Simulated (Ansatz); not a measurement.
**B$_{2}$P$_{3}$: density, localisation and related maps**

```
CELL_PARAMETERS angstrom
3.16908 0.00000 0.00000
-1.58454 2.74451 0.00000
0.00000 0.00000 13.16229
ATOMIC_POSITIONS crystal
B 0.33333 0.66667 0.18366
B 0.33333 0.66667 0.76334
B 0.66667 0.33333 0.37680
B 0.00000 0.00000 0.57032
P 0.33333 0.66667 0.03877
P 0.33333 0.66667 0.61829
P 0.66667 0.33333 0.23106
P 0.00000 0.00000 0.42473
P 0.66667 0.33333 0.81459
P 0.00000 0.00000 0.95044
```

Space group P3m1; a generated structure, not necessarily the stable one; changed on purpose from its base cell (volume × 0.91, shape and atoms relaxed); computed pressure about 15 GPa in this cell.

The calculation used DFT PBE, scalar-relativistic, plane waves, PAW (Ansatz 0.2.0).

The density is the valence pseudo-density of a PAW calculation; it isn't the true density close to the nuclei.

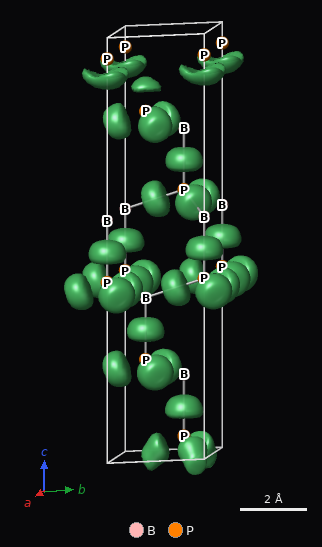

Figure 1. Isosurface of the ELF at 0.8 (green), seen slightly off an axis. Core shells and regions of very low density are left out. Sticks mark near contacts.

Q: What do the ELF domains correspond to?

A: The surface consists of 16 regions between bonded B–P atoms, three regions between bonded P–P atoms, one lobe on P, pointing away from the bonds (lone pairs) and one region wrapped around P (its valence shell), counted in one cell of 10 atoms. Any copies at cell faces, edges or corners count once.


B–P (1.91 Å): the ELF peaks at about 0.95 between the atoms. P–P (2.17 Å): the ELF peaks at about 0.90 between the atoms.

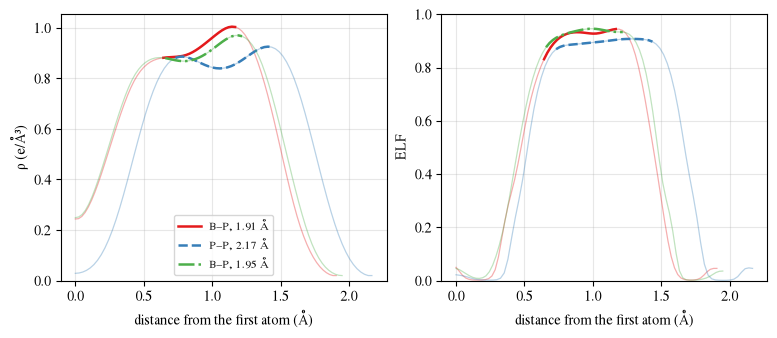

Figure 2. Valence electron density and electron localisation function along straight lines between neighbouring atoms. Thin, pale parts lie inside the atomic spheres.

Q: What can be read from the curves?

A: B–P (1.91 Å): the density is about 0.94 e/Å³ at the midpoint; the ELF peaks at about 0.95 between the atoms.
P–P (2.17 Å): ρ at the midpoint is about 0.84 e/Å³; the ELF peaks at about 0.90 between the atoms.
B–P (1.95 Å): the density is about 0.9 e/Å³ at the midpoint; the ELF peaks at about 0.95 between the atoms.

Q: Does the calculation give a band gap?

A: It is metallic or semimetallic at this level of theory: no gap opens.
